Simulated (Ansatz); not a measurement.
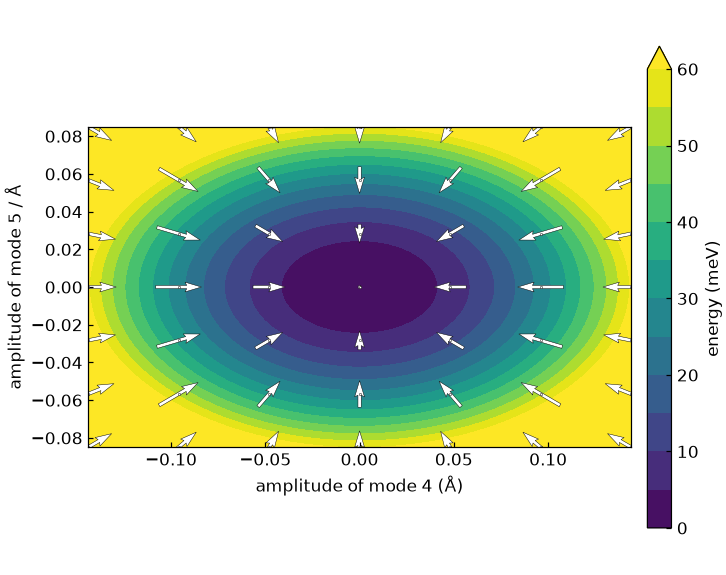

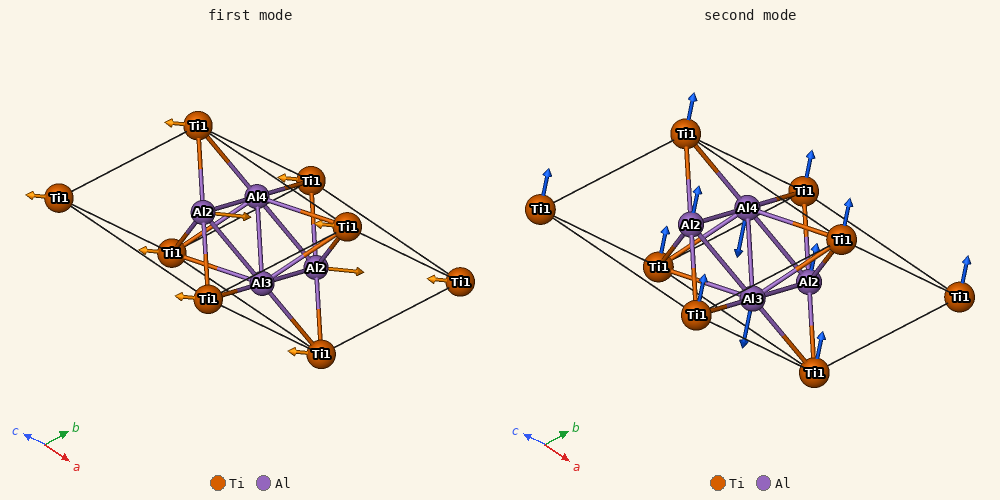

Energy landscape of TiAl3 (I4/mmm, No. 139; 4 atoms in the cell). The energy is mapped over two normal modes frozen in (zone-centre modes of the 4-atom cell of this scan). The first coordinate is: amplitude of mode 4 (196 cm⁻¹), largest displacement; the second: amplitude of mode 5 (220 cm⁻¹), largest displacement. Nothing is relaxed (the cell and all other modes fixed). The grid has 7 × 7 points; 16 points were computed and 33 follow by symmetry. Points are written as (first, second). Energies are in meV per cell, from the lowest grid point. The calculation used DFT PBE, scalar-relativistic, plane waves, PAW (Ansatz). Settings: cutoff 520 eV, k-mesh 14×14×14, gaussian smearing 0.15 eV, no spin polarisation.

Drawn: filled contours, dots at the grid points, arrows along the force (downhill), their lengths compressed, one colour for all values above the top of the scale. Between grid points the surface is interpolated. The second picture is the structure at the lowest point

### What does the map say about the system?

The lowest grid point is at (0.000 Å, 0.000 Å). No other kind of well shows on this grid. The highest grid point, (−0.144 Å, −0.085 Å), lies 124 meV above the lowest.

The values on the grid:

```csv
"second ↓, first →",−0.144,−0.096,−0.048,0.000,0.048,0.096,0.144
0.085,124,88,67,60,67,88,124
0.057,89,54,33,27,33,54,89
0.028,68,34,13,7,13,34,68
0.000,61,27,7,0,7,27,61
−0.028,68,34,13,7,13,34,68
−0.057,89,54,33,27,33,54,89
−0.085,124,88,67,60,67,88,124
```

The input of one point:

```yaml
crystal:
  lattice:
    - [-1.9225789803, 1.9225789803, 4.31113511]
    - [1.9225789803, -1.9225789803, 4.31113511]
    - [1.9225789803, 1.9225789803, -4.31113511]
  atoms:
    - { symbol: Ti, position: [0.0, 0.0, 0.0] }
    - { symbol: Al, position: [0.5, 0.5, 0.0] }
    - { symbol: Al, position: [0.75, 0.25, 0.5] }
    - { symbol: Al, position: [0.25, 0.75, 0.5] }
basis:
  ecutwfc: 520.0
kpoints:
  mp_grid: { grid: [14, 14, 14] }
hamiltonian:
  xc: pbe
  pseudopotentials: { kind: paw, azcp: { folder: soft_1 } }
scf:
  occupations: { method: gaussian, width: 0.15 }
output:
  forces: true
  stress: true
  eigenvalues: true
  write_density: true
  write_potential: true
  elf: true
  volumetric_format: npy
```

The whole map (16 points run) took 20 min on 2 threads of Arm Neoverse N1 (shared host).
